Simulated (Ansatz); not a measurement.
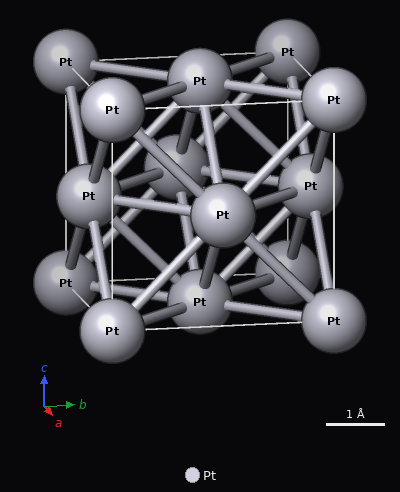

Fig. 1: The structure as given in the input (ball-and-stick view of the cell 4 times as large as that of the calculation, set on its symmetry axes, seen slightly off an axis). Near neighbours in the crystal (not all of them lie inside the picture): Pt has 12 Pt at 2.77 Å.

## Run report: Pt, geometry relaxation

Pt (Fm-3m, 1 atom in the cell), computed with DFT LDA, scalar-relativistic, plane waves, PAW, no spin polarisation (Ansatz 0.2.0).

The structure derives from an entry of the Crystallography Open Database.

Log
```
Engine: ansatz 0.2.0, aarch64-unknown-linux-gnu
Pseudopotentials: kind: paw
Pseudopotential: Pt, paw, valence charge 18, recommended cutoff 420 eV (normal), Pt.paw.azcp
Functional definition: SPW92
  exchange = slater_x
  correlation = pw_c
Crystal: 1 atoms, lattice volume = 15.080 Å³
Basis set: ecut = 420 eV, 283 PW (Γ)
Bands: 13, of which v1, the nominal top of the filled ones, is band 9 counted from 1 (8 counted from 0)
Symmetry: 48 space group operations
Space group: Fm-3m (ITA 225), of the structure as read, at distance tolerance 2.5e-5 Å
k-points: 195 of 5832
Non-local potential: Pt, projectors of the file, l = 0: 3, l = 1: 2, l = 2: 2, l = 3: 1
PAW form: soft (Blöchl's): semilocal exchange-correlation on the pseudo side does not see the compensation charge
PAW frozen core: Pt, regenerated for the run's functional, and the local potential with it (the file was generated under x = pbe(κ = 0.804, μ = 0.2195149727645171), c = pbe(β = 0.06672455060314922))
PAW one-centre angular grid: Pt, 590 points (default); XC on 64 Gauss nodes
Initial density: superposition of atomic densities (neutral atoms: chi_scale 0, normalization atom), corrected by the library's trained network
Initial wavefunctions: pseudopotential atomic-orbital guess
Functional: x = slater, c = lda
SCF iter   1: F=—  HF=-12244.984602 eV  |F-HF|=—  |Δ(HF+E_count)|=         —  Δρ=6.93e-3  dr2=3.26e-3  ethr=1.77e-3  ⟨swp⟩=5.0  Hψ=14226  notcnv=0
preconditioner: auto → none  [metal: Δε(μ)=0.023 eV  Ē_g=14.204 eV  σ=0.100 eV  W_gap=0.13  n_scr=8 (ndim 8)  ℏωp=30.2 eV  f_vac=0.000  D(μ)=2.13/eV (n_scr^D=26)  sad-step TF]
SCF iter   2: F=—  HF=-12244.983507 eV  |F-HF|=—  |Δ(HF+E_count)|=   1.10e-3  Δρ=3.44e-3  dr2=6.50e-4  ethr=1.81e-5  ⟨swp⟩=1.4  Hψ=4286  notcnv=0
SCF iter   3: F=—  HF=-12244.983355 eV  |F-HF|=—  |Δ(HF+E_count)|=   1.51e-4  Δρ=2.83e-4  dr2=2.08e-6  ethr=3.61e-6  ⟨swp⟩=2.4  Hψ=3350  notcnv=0
SCF iter   4: F=—  HF=-12244.983357 eV  |F-HF|=—  |Δ(HF+E_count)|=   1.56e-6  Δρ=3.37e-5  dr2=3.62e-8  ethr=1.16e-8  ⟨swp⟩=2.3  Hψ=4056  notcnv=0
iter 5 did not close the SCF: its close was put off for the readings that it lacked (scf_convergence_deferred on its scf_iter line)
SCF iter   5: F=-12244.983357 eV  HF=-12244.983357 eV  |F-HF|=6.24e-10  |Δ(HF+E_count)|=   1.16e-7  Δρ=3.22e-6  dr2=9.54e-10  ethr=2.01e-10  ⟨swp⟩=2.5  Hψ=3834  notcnv=0
SCF iter   6: F=-12244.983357 eV  HF=-12244.983357 eV  |F-HF|=1.09e-10  |Δ(HF+E_count)|=  2.44e-10  Δρ=9.75e-7  dr2=1.48e-10  ethr=5.30e-12  ⟨swp⟩=3.9  Hψ=12167  notcnv=0
SCF 1 converged in 6 iterations: F = -12244.983357 eV  dr2 = 1.48e-10
  greatest PAW one-centre occupation: 1.000 electrons in one spin orbital (limit 2), on the Pt atom at site 0 (counted from 0), in its partial waves of l = 0
relax step   1: F+E_penalty+E_count = -12244.98335691 eV  Δ(F+E_penalty+E_count) = +0.000e0 eV  max|allowed force component| = 0.000e0 eV/Å  Δτ_max = 0.0000 Å  P = -6.247 GPa  Ω = 15.080 Å³  (6 SCF iters, dr2 threshold 1.00e-7 eV, accepted)
Crystal: 1 atoms, lattice volume = 14.174 Å³
Initial density: handed on by an earlier stage of this run
Initial wavefunctions: those handed on with the density
iter 1 solved again at ethr=7.75e-6 eV; its pass at ethr=3.10e-3 eV (dr2=1.39e-3 eV) is discarded
SCF iter   1: F=—  HF=-12244.966180 eV  |F-HF|=—  |Δ(HF+E_count)|=         —  Δρ=4.49e-3  dr2=1.38e-3  ethr=7.75e-6  ⟨swp⟩=1.0  Hψ=17534  notcnv=0
preconditioner: auto → none  [metal: Δε(μ)=0.005 eV  Ē_g=14.912 eV  σ=0.100 eV  W_gap=0.03  n_scr=8 (ndim 8)  ℏωp=31.2 eV  f_vac=0.000  D(μ)=1.91/eV (n_scr^D=26)]
SCF iter   2: F=—  HF=-12244.965914 eV  |F-HF|=—  |Δ(HF+E_count)|=   2.67e-4  Δρ=2.10e-3  dr2=1.91e-4  ethr=7.65e-6  ⟨swp⟩=2.4  Hψ=3372  notcnv=0
SCF iter   3: F=—  HF=-12244.965905 eV  |F-HF|=—  |Δ(HF+E_count)|=   8.61e-6  Δρ=5.64e-4  dr2=2.37e-5  ethr=1.06e-6  ⟨swp⟩=2.4  Hψ=4389  notcnv=0
SCF iter   4: F=—  HF=-12244.965903 eV  |F-HF|=—  |Δ(HF+E_count)|=   2.59e-6  Δρ=5.33e-5  dr2=1.13e-7  ethr=1.32e-7  ⟨swp⟩=2.3  Hψ=3353  notcnv=0
SCF iter   5: F=-12244.965903 eV  HF=-12244.965903 eV  |F-HF|=7.59e-10  |Δ(HF+E_count)|=   6.04e-8  Δρ=4.57e-6  dr2=8.65e-10  ethr=5.56e-10  ⟨swp⟩=7.3  Hψ=13792  notcnv=0
SCF 2 converged in 5 iterations: F = -12244.965903 eV  dr2 = 8.65e-10
relax step   2: F+E_penalty+E_count = -12244.96590271 eV  Δ(F+E_penalty+E_count) = +1.745e-2 eV  max|allowed force component| = 0.000e0 eV/Å  Δτ_max = 0.0000 Å  P = +13.810 GPa  Ω = 14.174 Å³  energy of the carried Pulay correction = +2.727e-4 eV  (5 SCF iters, dr2 threshold 1.00e-7 eV, rejected (line search))
Crystal: 1 atoms, lattice volume = 14.785 Å³
iter 1 solved again at ethr=2.71e-6 eV; its pass at ethr=3.10e-3 eV (dr2=4.87e-4 eV) is discarded
SCF iter   1: F=—  HF=-12244.989932 eV  |F-HF|=—  |Δ(HF+E_count)|=         —  Δρ=3.03e-3  dr2=6.43e-4  ethr=2.71e-6  ⟨swp⟩=2.0  Hψ=18603  notcnv=0
preconditioner: auto → none  [metal: Δε(μ)=0.008 eV  Ē_g=14.444 eV  σ=0.100 eV  W_gap=0.05  n_scr=8 (ndim 8)  ℏωp=30.5 eV  f_vac=0.000  D(μ)=2.07/eV (n_scr^D=26)]
SCF iter   2: F=—  HF=-12244.989818 eV  |F-HF|=—  |Δ(HF+E_count)|=   1.14e-4  Δρ=1.45e-3  dr2=9.84e-5  ethr=2.71e-6  ⟨swp⟩=2.2  Hψ=3336  notcnv=0
SCF iter   3: F=—  HF=-12244.989814 eV  |F-HF|=—  |Δ(HF+E_count)|=   4.25e-6  Δρ=3.89e-4  dr2=1.52e-5  ethr=5.47e-7  ⟨swp⟩=2.4  Hψ=4301  notcnv=0
SCF iter   4: F=—  HF=-12244.989810 eV  |F-HF|=—  |Δ(HF+E_count)|=   4.07e-6  Δρ=3.98e-5  dr2=5.42e-8  ethr=8.42e-8  ⟨swp⟩=2.1  Hψ=3392  notcnv=0
SCF iter   5: F=—  HF=-12244.989811 eV  |F-HF|=—  |Δ(HF+E_count)|=   9.40e-7  Δρ=1.63e-6  dr2=3.18e-10  ethr=3.01e-10  ⟨swp⟩=2.1  Hψ=3343  notcnv=0
SCF iter   6: F=-12244.989811 eV  HF=-12244.989811 eV  |F-HF|=5.46e-12  |Δ(HF+E_count)|=  5.28e-11  Δρ=2.59e-7  dr2=7.78e-12  ethr=1.00e-12  ⟨swp⟩=5.4  Hψ=9938  notcnv=0
SCF 3 converged in 6 iterations: F = -12244.989811 eV  dr2 = 7.78e-12
relax step   3: F+E_penalty+E_count = -12244.98981089 eV  Δ(F+E_penalty+E_count) = -6.454e-3 eV  max|allowed force component| = 0.000e0 eV/Å  Δτ_max = 0.0000 Å  P = -0.564 GPa  Ω = 14.785 Å³  energy of the carried Pulay correction = +8.678e-5 eV  (6 SCF iters, accepted)
Crystal: 1 atoms, lattice volume = 14.757 Å³
iter 1 solved again at ethr=7.41e-9 eV; its pass at ethr=3.10e-3 eV (dr2=1.33e-6 eV) is discarded
SCF iter   1: F=—  HF=-12244.989868 eV  |F-HF|=—  |Δ(HF+E_count)|=         —  Δρ=1.41e-4  dr2=1.54e-6  ethr=7.41e-9  ⟨swp⟩=2.0  Hψ=16185  notcnv=0
preconditioner: auto → none  [metal: Δε(μ)=0.023 eV  Ē_g=14.467 eV  σ=0.100 eV  W_gap=0.13  n_scr=8 (ndim 8)  ℏωp=30.6 eV  f_vac=0.000  D(μ)=2.06/eV (n_scr^D=26)]
SCF iter   2: F=—  HF=-12244.989867 eV  |F-HF|=—  |Δ(HF+E_count)|=   3.25e-7  Δρ=6.71e-5  dr2=2.12e-7  ethr=7.41e-9  ⟨swp⟩=2.1  Hψ=3379  notcnv=0
SCF iter   3: F=-12244.989867 eV  HF=-12244.989867 eV  |F-HF|=6.30e-9  |Δ(HF+E_count)|=   1.89e-8  Δρ=2.13e-5  dr2=2.85e-8  ethr=5.56e-10  ⟨swp⟩=7.1  Hψ=13128  notcnv=0
SCF 4 converged in 3 iterations: F = -12244.989867 eV  dr2 = 2.85e-8
relax step   4: F+E_penalty+E_count = -12244.98986734 eV  Δ(F+E_penalty+E_count) = -5.645e-5 eV  max|allowed force component| = 0.000e0 eV/Å  Δτ_max = 0.0000 Å  P = +0.028 GPa  Ω = 14.757 Å³  energy of the carried Pulay correction = +9.530e-5 eV  (3 SCF iters, dr2 threshold 1.00e-7 eV, accepted)
Initial wavefunctions: pseudopotential atomic-orbital guess (no wavefunctions were taken with the density)
iter 1 solved again at ethr=2.18e-8 eV; its pass at ethr=3.10e-3 eV (dr2=3.92e-6 eV) is discarded
SCF iter   1: F=—  HF=-12244.989765 eV  |F-HF|=—  |Δ(HF+E_count)|=         —  Δρ=4.96e-5  dr2=7.87e-8  ethr=2.18e-8  ⟨swp⟩=2.7  Hψ=20318  notcnv=0
SCF iter   2: F=—  HF=-12244.989767 eV  |F-HF|=—  |Δ(HF+E_count)|=   1.74e-6  Δρ=2.23e-5  dr2=1.45e-8  ethr=4.37e-10  ⟨swp⟩=1.2  Hψ=2729  notcnv=0
SCF iter   3: F=—  HF=-12244.989767 eV  |F-HF|=—  |Δ(HF+E_count)|=   2.22e-9  Δρ=1.84e-6  dr2=3.24e-10  ethr=8.03e-11  ⟨swp⟩=2.9  Hψ=4199  notcnv=0
SCF iter   4: F=-12244.989767 eV  HF=-12244.989767 eV  |F-HF|=5.46e-12  |Δ(HF+E_count)|=  1.02e-10  Δρ=6.63e-7  dr2=9.90e-12  ethr=1.00e-12  ⟨swp⟩=4.0  Hψ=11661  notcnv=0
SCF 5 converged in 4 iterations: F = -12244.989767 eV  dr2 = 9.90e-12
relax step   5: F+E_penalty+E_count = -12244.98976701 eV  Δ(F+E_penalty+E_count) = +1.003e-4 eV  max|allowed force component| = 0.000e0 eV/Å  Δτ_max = 0.0000 Å  P = +0.032 GPa  Ω = 14.757 Å³  stress off target by 3.18e-2 GPa  SCF on the basis re-selected at this cell (its energy is not comparable with the rows above)  (4 SCF iters)
```

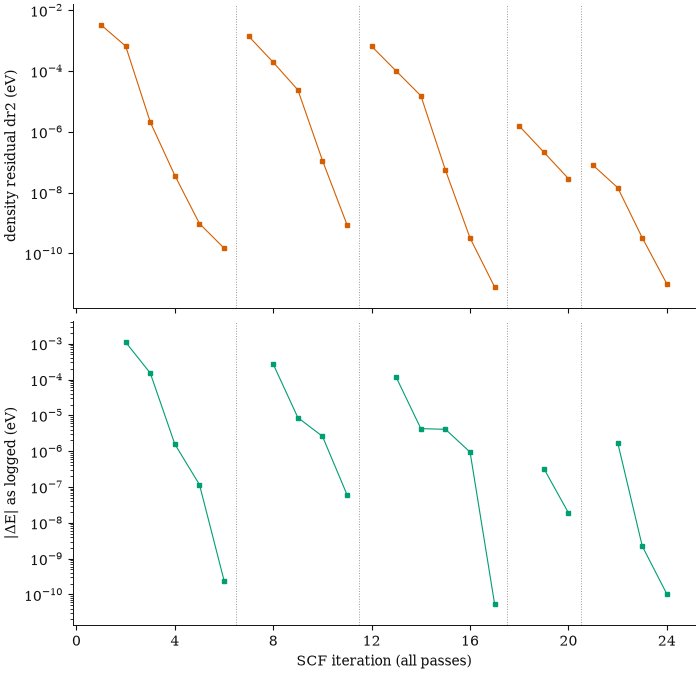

Fig. 2: Convergence of the self-consistent field: density residual dr2 and size of the energy change against the SCF iteration. The dotted lines part the SCF passes of the relaxation: geometry steps, rejected trials and re-solves on a re-selected basis. The 5 passes take 3 to 6 iterations each, 24 in all.

```
basis re-selected at this cell: Δ(F+E_penalty+E_count) = +1.003e-4 eV, ΔP = +0.004 GPa vs the last step (what re-selecting the basis moved, of the pressure what is left beyond the Pulay correction that the steps carried, after the strain that the cell walked since its last selection, with what the two solves' SCF thresholds leave and, on support functions, any second-order correction that the steps lacked; it is no measure of the basis error at this ecutwfc). This SCF's stress stands 3.18e-2 GPa from its target on what of the cell is left free (relax.cell.stress_tol is 5.00e-2 GPa) and its largest allowed force component is 0.00e0 eV/Å (relax.f_tol is 5.00e-3 eV/Å): within both
SCF converged after 4 iterations
Free energy (F): -12244.989767 eV
Harris-Foulkes:  -12244.989767 eV  (|F-HF|=5.46e-12)
Internal energy: -12244.979462 eV  (E = F + TS)
E sigma→0 (E₀):  -12244.984614 eV
Entropy (-TS):   -0.010305 eV (-10.305 meV/atom)
Fermi energy:    23.722382 eV
--- Per-component energies (eV) ---
  E_band       = -125.115216
  E_kinetic    = 639.298237
  E_local      = -1439.271974  (includes V_loc(G=0)·N_el)
  E_nonlocal   = 206.842915
  E_hartree    = 533.147781
  E_xc         = -260.903100
  E_vxc        = -303.410032  (∫ρ·V_xc dr)
  E_paw        = -9177.665499  (= ΣΔE_a)
  E_vpaw       = -294.869987  (= ΣTr[D̂ρ^β])
  E_aug_tail   = 0.000161  (compensation charges beyond the density's cutoff)
  E_ewald      = -2746.891852
  E_core_change = 0.463869  (= ΣΔE_core)
  E_smearing   = -0.010305  (= −TS)
  E_closure    = -0.000000  (closes the sum)
  Σ components = -12244.989767   (vs F -12244.989767, Δ=0.00e0)
--- Forces (eV/Å), atoms counted from 1 ---
  atom   1  Pt    -0.00000000     0.00000000     0.00000000
  max |Σ_I F_I| component: 1.31e-31 eV/Å
--- Stress (GPa, compression-positive) ---
        0.031829      -0.000000      -0.000000
       -0.000000       0.031829      -0.000000
        0.000000      -0.000000       0.031829
  P = ⅓ Tr σ = 0.0318 GPa (0.318 kbar)
--- Band table (eV; the first three rows and the last of 195) ---
  k-point 0: bands = ["-74.9997", "-28.8705", "-28.8705", "-28.8705", "13.1761", "19.7587", "19.7587", "19.7587", "22.0289", "22.0289", "38.2983", "43.3034", "43.3034"]
  k-point 1: bands = ["-74.9986", "-28.8864", "-28.8727", "-28.8727", "13.3040", "19.7004", "19.8105", "19.8105", "21.9990", "21.9990", "38.4993", "42.6440", "43.5000"]
  k-point 2: bands = ["-74.9954", "-28.9322", "-28.8793", "-28.8793", "13.6759", "19.5510", "19.9464", "19.9464", "21.9350", "21.9350", "39.0488", "41.2576", "44.0720"]
  k-point 194: bands = ["-74.9505", "-29.2380", "-29.1870", "-29.0682", "17.7643", "18.5314", "19.4579", "21.7107", "24.2379", "30.9152", "31.3632", "32.7381", "35.9705"]
--- Relaxed structure (4 steps of the walk, 3 accepted, 1 SCFs on fresh bases) ---
  F+E_penalty+E_count = -12244.98976701 eV   max|allowed force component| = 0.000e0 eV/Å   (the final SCF, on the basis selected at the relaxed cell)
  cell:  # Å, volume = 14.7569 Å³
    - [-6.369215041119488e-34, 1.9468008757452504, 1.9468008757452504]
    - [1.9468008757452504, -1.0318128366613572e-33, 1.9468008757452504]
    - [1.9468008757452504, 1.9468008757452504, -1.4012273090462876e-34]
  atoms:
    - { symbol: Pt, position: [0.0, 0.0, 0.0] }
```

Trajectory as extended XYZ (Å, eV, eV/Å), 5 frames, from step=1 to step=5
```
1
Lattice="0.0000 1.9609 1.9609 1.9609 0.0000 1.9609 1.9609 1.9609 0.0000" Properties=species:S:1:pos:R:3:forces:R:3 step=1 energy=-12244.98336 pressure_GPa=-6.25
Pt    0.0000    0.0000    0.0000    0.0000   0.0000   0.0000
1
Lattice="0.0000 1.9208 1.9208 1.9208 0.0000 1.9208 1.9208 1.9208 0.0000" Properties=species:S:1:pos:R:3:forces:R:3 step=2 energy=-12244.96590 pressure_GPa=13.81 accepted=F
Pt    0.0000    0.0000    0.0000    0.0000   0.0000   0.0000
1
Lattice="0.0000 1.9481 1.9481 1.9481 0.0000 1.9481 1.9481 1.9481 0.0000" Properties=species:S:1:pos:R:3:forces:R:3 step=3 energy=-12244.98981 pressure_GPa=-0.56
Pt    0.0000    0.0000    0.0000    0.0000   0.0000   0.0000
1
Lattice="0.0000 1.9468 1.9468 1.9468 0.0000 1.9468 1.9468 1.9468 0.0000" Properties=species:S:1:pos:R:3:forces:R:3 step=4 energy=-12244.98987 pressure_GPa=0.03
Pt    0.0000    0.0000    0.0000    0.0000   0.0000   0.0000
1
Lattice="0.0000 1.9468 1.9468 1.9468 0.0000 1.9468 1.9468 1.9468 0.0000" Properties=species:S:1:pos:R:3:forces:R:3 step=5 energy=-12244.98977 pressure_GPa=0.03
Pt    0.0000    0.0000    0.0000    0.0000   0.0000   0.0000
```

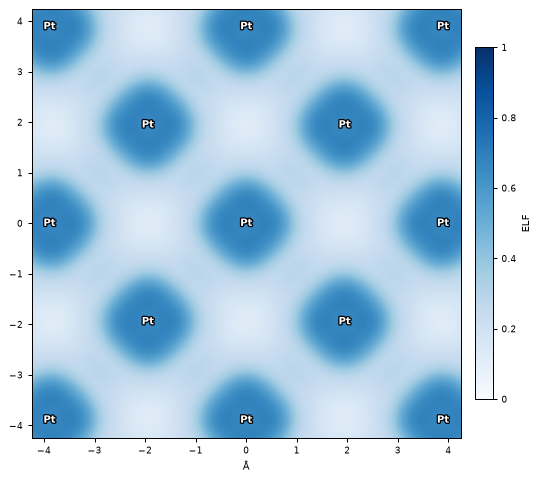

Fig. 3: ELF on the (100) plane of the conventional cell. Atoms in the plane: Pt. Pt–Pt (2.75 Å): the ELF is about 0.30 at the midpoint (no shared electron pair). The strong features right at Pt lie inside the PAW spheres (semicore, d or f shells) and say nothing about bonding. The fields are those of the smooth PAW valence density.

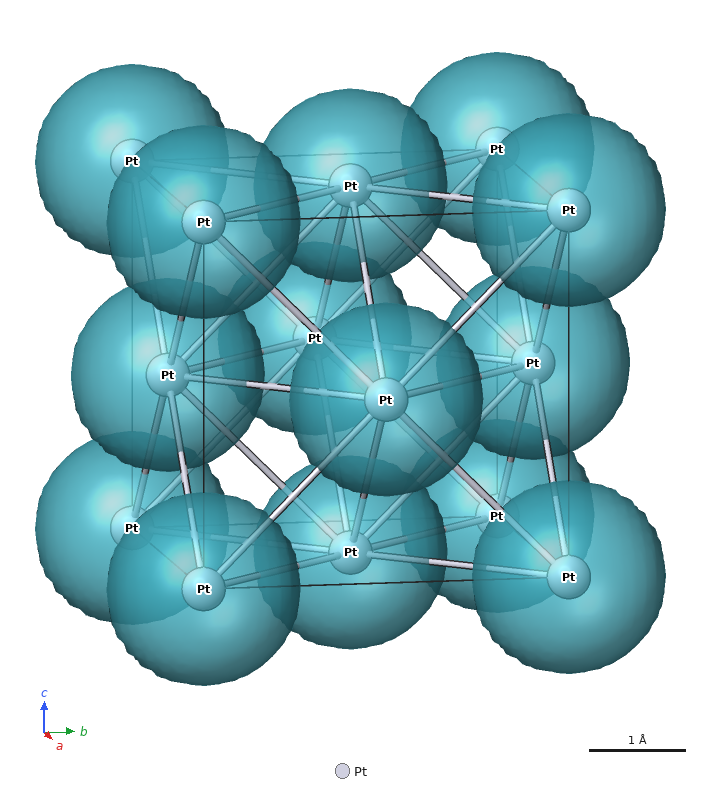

Fig. 4: Isosurface of the valence charge density (pseudo) at 0.8 e/Å³ (cyan), seen slightly off an axis. Sticks mark near contacts. The outline is the cell set on symmetry axes. At this value the density breaks into separate islands; it holds about 75 % of the electrons treated as valence (semicore included). It is pinched off along the Pt–Pt (2.75 Å) contacts. On the grid the lowest density along these lines, outside the cores, is 0.39 e/Å³ (Pt–Pt, 2.75 Å).

The run was set up as follows.

The input
```yaml
crystal:
  lattice:
    - [0.0, 1.9609, 1.9609]
    - [1.9609, 0.0, 1.9609]
    - [1.9609, 1.9609, 0.0]
  atoms:
    - { symbol: Pt, position: [0.0, 0.0, 0.0] }
basis:
  ecutwfc: 420
kpoints:
  mp_grid: { grid: [18, 18, 18] }
hamiltonian:
  xc: lda
scf:
  occupations: { method: gaussian, width: 0.1 }
output:
  forces: true
  stress: true
  eigenvalues: true
  write_density: true
  write_potential: true
  elf: true
  volumetric_format: npy
relax:
  adjacent_minimum: "off"
  f_tol: 0.005
  max_steps: 80
  cell: { stress_tol: 0.05 }
```

Run as:
```bash
ansatz run input.yaml --threads 1 --pin off --max-ram 2560MiB --backend cpu --events-out ev --progress --plain --runs-dir out
```

Key numbers

```tsv
quantity	value
outcome	converged
space group (tolerance 0.01 Å)	Fm-3m (225)
electrons treated	18
free energy	−12244.9898 eV
Fermi energy	23.722 eV
gap on the k-point mesh	none (metallic)
pressure	0.03 GPa
final volume	14.76 Å³
largest force (length of the vector) at the end	under 0.001 eV/Å
final cell	a = 2.753 Å, b = 2.753 Å, c = 2.753 Å, α = 60.00°, β = 60.00°, γ = 60.00°
hardware	1 thread of Arm Neoverse V1, 24 GiB of memory available, shared host
wall time	12 s
peak memory	0.31 GiB
```

Notes

Spin–orbit coupling is left out, which matters for Pt.
